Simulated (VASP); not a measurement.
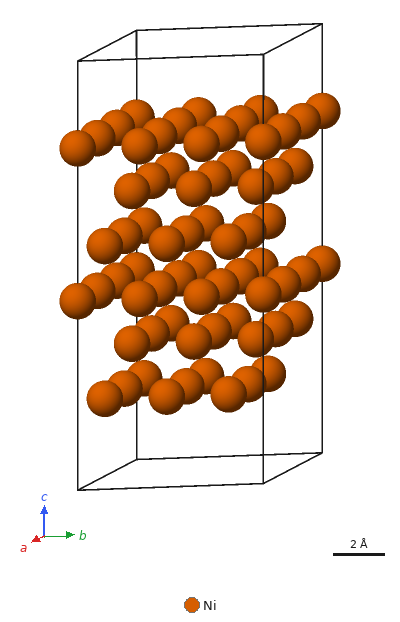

The structure as given in the input (spheres-only view of the 3 × 3 repeat of the cell, with the vacuum cut short, seen slightly off an axis).

Workfunction calculation, with input and output: Ni (part 1 of 2)

Ni (slab, 6 atoms in the cell), computed with Kohn-Sham DFT of a periodic cell, PBE, VASP PAW PBE potentials, recommended, spin-polarised (VASP 6.6.1).

The structure derives from an entry of the Crystallography Open Database. It belongs to a series of runs on one base structure; here: the (1 1 1) slab of Ni, cut from the database cell, not relaxed.

**INCAR**
```
  ALGO = Normal
  DIPOL = 0.5 0.5 0.500
  EDIFF = 1E-6
  ENCUT = 520
  GGA = PE
  IDIPOL = 3
  ISIF = 2
  ISMEAR = 0
  ISPIN = 2
  LASPH = T
  LCHARG = T
  LDIPOL = T
  LELF = T
  LMAXMIX = 4
  LORBIT = 11
  LREAL = F
  LVACPOTAV = T
  LVHAR = T
  LWAVE = F
  MAGMOM = 1 1 1 1 1 1
  NELM = 120
  PREC = Accurate
  SIGMA = 0.05
```

**KPOINTS**
```
k-points
0
Gamma
  12 12 1
```

**POSCAR**
```
Ni
1.0
    2.5002588676      0.0000000000      0.0000000000
   -1.2501294338      2.1652876954      0.0000000000
    0.0000000000      0.0000000000     25.2072640841
Ni
6
Direct
    0.6666666667      0.3333333333      0.2975332815
    0.3333333333      0.6666666667      0.3785199689
    0.0000000000      0.0000000000      0.4595066563
    0.6666666667      0.3333333333      0.5404933437
    0.3333333333      0.6666666667      0.6214800311
    0.0000000000      0.0000000000      0.7024667185
```

Run on 1 thread of Intel Xeon @ 2.90GHz (Ice Lake), 128 GiB of memory available, shared host.

Command:
```bash
cat potpaw_PBE.64/Ni/POTCAR > POTCAR
mpirun -np 1 vasp_std > vasp.out
```

**OSZICAR**
```
N       E                     dE             d eps       ncg     rms          rms(c)
DAV:   1     0.436029708216E+03    0.43603E+03   -0.27703E+04  2964   0.184E+03
DAV:   2    -0.323446831991E+01   -0.43926E+03   -0.42182E+03  2985   0.369E+02
DAV:   3    -0.367770223405E+02   -0.33543E+02   -0.31514E+02  3181   0.142E+02
DAV:   4    -0.373744591942E+02   -0.59744E+00   -0.59024E+00  3311   0.205E+01
DAV:   5    -0.373891688688E+02   -0.14710E-01   -0.14709E-01  4468   0.205E+00    0.236E+01
DAV:   6    -0.385053549709E+02   -0.11162E+01   -0.75938E+01  3391   0.133E+02    0.333E+01
DAV:   7    -0.434785680326E+02   -0.49732E+01   -0.65179E+01  3501   0.162E+02    0.385E+01
DAV:   8    -0.375967536875E+02    0.58818E+01   -0.50649E+01  4530   0.879E+01    0.343E+01
DAV:   9    -0.318672710954E+02    0.57295E+01   -0.16641E+01  4154   0.522E+01    0.150E+01
DAV:  10    -0.323280258966E+02   -0.46075E+00   -0.14888E+01  3782   0.636E+01    0.205E+01
DAV:  11    -0.306673053233E+02    0.16607E+01   -0.36408E+00  3662   0.334E+01    0.551E+00
DAV:  12    -0.308233353904E+02   -0.15603E+00   -0.73022E-01  3624   0.925E+00    0.389E+00
DAV:  13    -0.308750938577E+02   -0.51758E-01   -0.42199E-01  3227   0.106E+01    0.195E+00
DAV:  14    -0.310089764761E+02   -0.13388E+00   -0.13464E-01  3873   0.407E+00    0.353E+00
DAV:  15    -0.310307533606E+02   -0.21777E-01   -0.32840E-02  3063   0.188E+00    0.341E+00
DAV:  16    -0.310500505516E+02   -0.19297E-01   -0.54923E-03  3226   0.967E-01    0.310E+00
DAV:  17    -0.311940291198E+02   -0.14398E+00   -0.76594E-02  3266   0.452E+00    0.126E+00
DAV:  18    -0.312561331412E+02   -0.62104E-01   -0.46711E-02  3316   0.231E+00    0.120E+00
DAV:  19    -0.312389247449E+02    0.17208E-01   -0.26787E-02  3703   0.276E+00    0.142E+00
DAV:  20    -0.312968132725E+02   -0.57889E-01   -0.22531E-02  3942   0.199E+00    0.222E+00
DAV:  21    -0.314037829943E+02   -0.10697E+00   -0.66453E-02  3389   0.224E+00    0.385E+00
DAV:  22    -0.314285678828E+02   -0.24785E-01   -0.43958E-02  3331   0.358E+00    0.157E+00
DAV:  23    -0.314364542446E+02   -0.78864E-02   -0.19745E-02  3830   0.185E+00    0.480E-01
DAV:  24    -0.314349661021E+02    0.14881E-02   -0.35518E-03  3126   0.715E-01    0.380E-01
DAV:  25    -0.314427950349E+02   -0.78289E-02   -0.23813E-03  3297   0.950E-01    0.184E-01
DAV:  26    -0.314496434795E+02   -0.68484E-02   -0.12577E-03  3085   0.288E-01    0.278E-01
DAV:  27    -0.314585282147E+02   -0.88847E-02   -0.87301E-04  3190   0.451E-01    0.623E-02
DAV:  28    -0.314666501813E+02   -0.81220E-02   -0.66162E-04  3452   0.262E-01    0.175E-01
DAV:  29    -0.314754510875E+02   -0.88009E-02   -0.32326E-04  3104   0.127E-01    0.146E-01
DAV:  30    -0.314848654267E+02   -0.94143E-02   -0.21865E-04  3118   0.692E-02    0.169E-01
DAV:  31    -0.314927718215E+02   -0.79064E-02   -0.16243E-04  3161   0.200E-01    0.534E-02
DAV:  32    -0.314963818832E+02   -0.36101E-02   -0.13690E-04  3418   0.972E-02    0.247E-02
DAV:  33    -0.314972875247E+02   -0.90564E-03   -0.33679E-05  3175   0.577E-02    0.938E-03
DAV:  34    -0.314978746148E+02   -0.58709E-03   -0.16382E-05  3131   0.390E-02    0.260E-02
DAV:  35    -0.314980608416E+02   -0.18623E-03   -0.41410E-06  2234   0.290E-02    0.135E-02
DAV:  36    -0.314981702767E+02   -0.10944E-03   -0.47474E-06  2070   0.380E-02    0.123E-02
DAV:  37    -0.314981896197E+02   -0.19343E-04   -0.74698E-07  2048   0.102E-02    0.980E-03
DAV:  38    -0.314982057899E+02   -0.16170E-04   -0.11770E-06  2064   0.108E-02    0.532E-03
DAV:  39    -0.314982074938E+02   -0.17039E-05   -0.24041E-07  1960   0.408E-03    0.306E-03
DAV:  40    -0.314982080790E+02   -0.58517E-06   -0.55094E-08  1860   0.199E-03
   1 F= -.31498208E+02 E0= -.31491359E+02  d E =-.136983E-01  mag=     3.9837
```

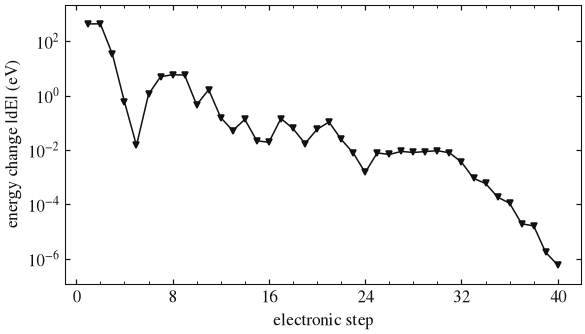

Convergence of the self-consistent field: energy change |dE| against the electronic step. It takes 40 electronic steps. The density is held fixed in the first few steps, and dE rises again when its update begins.

**Parts of OUTCAR**
```
EDIFF = 1E-6
   ENCUT = 520
   GGA = PE
   ISIF = 2
   ISMEAR = 0
   ISPIN = 2
   LASPH = T
   LORBIT = 11
   LREAL = F
   NELM = 120
   PREC = Accurate

 ion  position               nearest neighbor table
   1  0.667  0.333  0.298-   2 2.50   2 2.50   2 2.50
   2  0.333  0.667  0.379-   3 2.50   1 2.50   1 2.50   3 2.50   3 2.50   1 2.50
   3  0.000  0.000  0.460-   2 2.50   4 2.50   4 2.50   2 2.50   4 2.50   2 2.50
   4  0.667  0.333  0.540-   5 2.50   3 2.50   5 2.50   3 2.50   3 2.50   5 2.50
   5  0.333  0.667  0.621-   6 2.50   4 2.50   4 2.50   6 2.50   6 2.50   4 2.50
   6  0.000  0.000  0.702-   5 2.50   5 2.50   5 2.50

  LATTYP: Found a hexagonal cell.
 ALAT       =     2.5002588676
 C/A-ratio  =    10.0818616867

  Lattice vectors:

 A1 = (   2.5002588676,   0.0000000000,   0.0000000000)
 A2 = (  -1.2501294338,   2.1652876954,   0.0000000000)
 A3 = (   0.0000000000,   0.0000000000,  25.2072640841)

Analysis of symmetry for initial positions (statically):
=====================================================================
 Subroutine PRICEL returns:
 Original cell was already a primitive cell.

 Routine SETGRP: Setting up the symmetry group for a
 hexagonal supercell.

 Subroutine GETGRP returns: Found 12 space group operations
 (whereof  6 operations were pure point group operations)
 out of a pool of 24 trial point group operations.

The static configuration has the point symmetry C_3v.
 The point group associated with its full space group is D_3d.

Analysis of symmetry for dynamics (positions and initial velocities):
=====================================================================
 Subroutine PRICEL returns:
 Original cell was already a primitive cell.

 Routine SETGRP: Setting up the symmetry group for a
 hexagonal supercell.

 Subroutine GETGRP returns: Found 12 space group operations
 (whereof  6 operations were pure point group operations)
 out of a pool of 24 trial point group operations.

The dynamic configuration has the point symmetry C_3v.
 The point group associated with its full space group is D_3d.

Analysis of structural, dynamic, and magnetic symmetry:
=====================================================================
 Subroutine PRICEL returns:
 Original cell was already a primitive cell.

 Routine SETGRP: Setting up the symmetry group for a
 hexagonal supercell.

 Subroutine GETGRP returns: Found 12 space group operations
 (whereof  6 operations were pure point group operations)
 out of a pool of 24 trial point group operations.

The overall configuration has the point symmetry C_3v.
 The point group associated with its full space group is D_3d.

 Subroutine INISYM returns: Found 12 space group operations
 (whereof  6 operations are pure point group operations),
 and found     1 'primitive' translations

----------------------------------------------------------------------------------------

                                     Primitive cell

  volume of cell :     136.4666

  direct lattice vectors                    reciprocal lattice vectors
     2.500258868  0.000000000  0.000000000     0.399958585  0.230916197  0.000000000
    -1.250129434  2.165287695  0.000000000     0.000000000  0.461832394  0.000000000
     0.000000000  0.000000000 25.207264084     0.000000000  0.000000000  0.039671104

  length of vectors
     2.500258868  2.500258868 25.207264084     0.461832394  0.461832394  0.039671104

  position of ions in fractional coordinates (direct lattice)
     0.666666667  0.333333333  0.297533282
     0.333333333  0.666666667  0.378519969
     0.000000000  0.000000000  0.459506656
     0.666666667  0.333333333  0.540493344
     0.333333333  0.666666667  0.621480031
     0.000000000  0.000000000  0.702466718

  ion indices of the primitive-cell ions
   primitive index   ion index
                 1           1
                 2           2
                 3           3
                 4           4
                 5           5
                 6           6

----------------------------------------------------------------------------------------

 KPOINTS: k-points

Automatic generation of k-mesh.
 Grid dimensions read from file:
 generate k-points for:   12   12    1

 Generating k-lattice:

  Cartesian coordinates                     Fractional coordinates (reciprocal lattice)
     0.033329882  0.019243016  0.000000000     0.083333333  0.000000000  0.000000000
     0.000000000  0.038486033  0.000000000     0.000000000  0.083333333  0.000000000
     0.000000000  0.000000000  0.039671104     0.000000000  0.000000000  1.000000000

  Length of vectors
     0.038486033  0.038486033  0.039671104

  Shift w.r.t. Gamma in fractional coordinates (k-lattice)
     0.000000000  0.000000000  0.000000000

 Subroutine IBZKPT returns following result:
 ===========================================

 Found     19 irreducible k-points:

 Following reciprocal coordinates:
            Coordinates               Weight
  0.000000  0.000000  0.000000      1.000000
  0.083333 -0.000000  0.000000      6.000000
  0.166667  0.000000  0.000000      6.000000
  0.250000  0.000000  0.000000      6.000000
  0.333333  0.000000  0.000000      6.000000
  0.416667  0.000000  0.000000      6.000000
  0.500000  0.000000  0.000000      3.000000
  0.083333  0.083333  0.000000      6.000000
  0.166667  0.083333  0.000000     12.000000
  0.250000  0.083333  0.000000     12.000000
  0.333333  0.083333  0.000000     12.000000
  0.416667  0.083333  0.000000     12.000000
  0.166667  0.166667  0.000000      6.000000
  0.250000  0.166667  0.000000     12.000000
  0.333333  0.166667  0.000000     12.000000
  0.416667  0.166667  0.000000      6.000000
  0.250000  0.250000  0.000000      6.000000
  0.333333  0.250000  0.000000     12.000000
  0.333333  0.333333  0.000000      2.000000
   k-points           NKPTS =     19   k-points in BZ     NKDIM =     19   number of bands    NBANDS=     39
   number of dos      NEDOS =    301   number of ions     NIONS =      6
   total plane-waves  NPLWV =  76800
   dimension x,y,z NGX =    20 NGY =   20 NGZ =  192
   dimension x,y,z NGXF=    40 NGYF=   40 NGZF=  384
   ions per type =               6
   NGX,Y,Z   is equivalent  to a cutoff of  13.30, 13.30, 12.66 a.u.
   NGXF,Y,Z  is equivalent  to a cutoff of  26.60, 26.60, 25.33 a.u.
 SYSTEM =  unknown system
   PREC   = accura    normal or accurate (medium, high low for compatibility)
   ISTART =      0    job   : 0-new  1-cont  2-samecut
   ICHARG =      2    charge: 1-file 2-atom 10-const
   ISPIN  =      2    spin polarized calculation?
   LNONCOLLINEAR =      F non collinear calculations
   LSORBIT =      F    spin-orbit coupling
   LASPH  =      T    aspherical Exc in radial PAW
   ENCUT  =  520.0 eV  38.22 Ry    6.18 a.u.   4.65  4.65 46.87*2*pi/ulx,y,z
   NELM   =    120;   NELMIN=  2; NELMDL= -5     # of ELM steps
   EDIFF  = 0.1E-05   stopping-criterion for ELM
   LREAL  =      F    real-space projection
   EDIFFG = 0.1E-04   stopping-criterion for IOM
   NSW    =      0    number of steps for IOM
   IBRION =     -1    ionic relax: 0-MD 1-quasi-New 2-CG
   NFREE  =      0    steps in history (QN), initial steepest desc. (CG)
   ISIF   =      2    stress and relaxation
   ISYM   =      2    0-nonsym 1-usesym 2-fastsym
   POTIM  = 0.5000    time-step for ionic-motion
   TEBEG  =    0.0;   TEEND  =   0.0 temperature during run
   PSTRESS=    0.0 pullay stress
   NELECT =      60.0000    total number of electrons
   NUPDOWN=      -1.0000    fix difference up-down
   EMIN   =  10.00;   EMAX   =-10.00  energy-range for DOS
   EFERMI =   0.00;   METHOD = LEGACY
   ISMEAR =     0;   SIGMA  =   0.05  broadening in eV -4-tet -1-fermi 0-gaus
   EFERMI_NEDOS =   21; number of points for ismear=-14 and -15
   IALGO  =     38    algorithm
   IMIX   =      4    mixing-type and parameters
     AMIX     =   0.40;   BMIX     =  1.00
     AMIX_MAG =   1.60;   BMIX_MAG =  1.00
  volume/ion in A,a.u.               =      22.74       153.49
  Fermi-wavevector in a.u.,A,eV,Ry     =   1.244848  2.352422 21.084236  1.549648
  Thomas-Fermi vector in A             =   2.379097
   LORBIT       =     11    0 simple, 1 ext, 2 COOP (PROOUT), +10 PAW based schemes
   GGA     = PE    functional components
   LHFCALC =     F    Hartree Fock is set to
   AEXX    =    0.0000 exact exchange contribution
   IVDW    =     0    specifies the selected vdW correction
   LEPSILON=     F    determine dielectric tensor
   LRPA    =     F    only Hartree local field effects (RPA)
 spin polarized calculation
 Gauss-broadening in eV      SIGMA  =   0.05
  energy-cutoff  :      520.00
  volume of cell :      136.47
 maximum number of plane-waves:      3705
 NGX is ok and might be reduce to    20
   NGX =  9   NGY =  9   NGZ = 93

 number of electron      60.0000016 magnetization       3.9836171

 dipolmoment           0.000000      0.000000      0.000003 electrons x Angstroem

 Free energy of the ion-electron system (eV)
  ---------------------------------------------------
  ext. energy  EPLUGINS =         0.00000000
  ---------------------------------------------------
  free energy    TOTEN  =       -31.49820808 eV

  energy without entropy =      -31.48450983  energy(sigma->0) =      -31.49135895

 E-fermi :   1.9379     XC(G=0):  -7.1366     alpha+bet : -7.8751

 val. band max:        1.9344202253   @ k =   0.2500   0.0833   0.0000
 cond. band min:       1.9419214989   @ k =   0.4167   0.1667   0.0000
 fundamental gap:      0.0075012736
 Fermi energy:         1.9379233659

 spin component 1

 k-point     1 :       0.0000    0.0000    0.0000
  band No.  band energies     occupation
      1      -6.7567      1.00000
      2      -6.0735      1.00000
      3      -5.0473      1.00000
      4      -3.8983      1.00000
      5      -3.0769      1.00000
      6      -2.8598      1.00000
      7      -0.7005      1.00000
      8      -0.6991      1.00000
      9      -0.4975      1.00000
     10      -0.4691      1.00000
     11      -0.4691      1.00000
     12      -0.4509      1.00000
     13      -0.4509      1.00000
     14      -0.3882      1.00000
     15      -0.3582      1.00000
     16      -0.3582      1.00000
     17      -0.3537      1.00000
     18      -0.3537      1.00000
     19      -0.1332      1.00000
     20      -0.1332      1.00000
     21      -0.1202      1.00000
     22      -0.1202      1.00000
     23       0.2109      1.00000
     24       0.6265      1.00000
     25       0.6265      1.00000
     26       0.6434      1.00000
     27       0.6434      1.00000
     28       0.7702      1.00000
     29       0.7702      1.00000
     30       1.0098      1.00000
     31       1.0098      1.00000
     32       1.2232      1.00000
     33       1.2232      1.00000
     34       1.2856      1.00000
     35       1.2856      1.00000
     36       1.6349      1.00000
     37       2.1103      0.00000
     38       6.6339      0.00000
     39       6.7444      0.00000

 k-point     2 :       0.0833   -0.0000    0.0000
  band No.  band energies     occupation
      1      -6.5206      1.00000
      2      -5.8437      1.00000
      3      -4.8281      1.00000
      4      -3.6934      1.00000
      5      -2.8929      1.00000
      6      -2.7003      1.00000
      7      -0.8322      1.00000
      8      -0.7984      1.00000
      9      -0.6062      1.00000
     10      -0.5416      1.00000
     11      -0.5002      1.00000
     12      -0.4123      1.00000
     13      -0.4085      1.00000
     14      -0.3553      1.00000
     15      -0.3548      1.00000
     16      -0.3278      1.00000
     17      -0.2763      1.00000
     18      -0.2622      1.00000
     19      -0.2101      1.00000
     20      -0.1380      1.00000
     21      -0.0491      1.00000
     22      -0.0490      1.00000
     23      -0.0322      1.00000
     24       0.5096      1.00000
     25       0.5177      1.00000
     26       0.6518      1.00000
     27       0.6673      1.00000
     28       0.7712      1.00000
     29       0.7880      1.00000
     30       0.7885      1.00000
     31       0.9324      1.00000
     32       1.0136      1.00000
     33       1.2238      1.00000
     34       1.2899      1.00000
     35       1.4045      1.00000
     36       2.3091      0.00000
     37       2.8855      0.00000
     38       6.8565      0.00000
     39       6.9380      0.00000
```
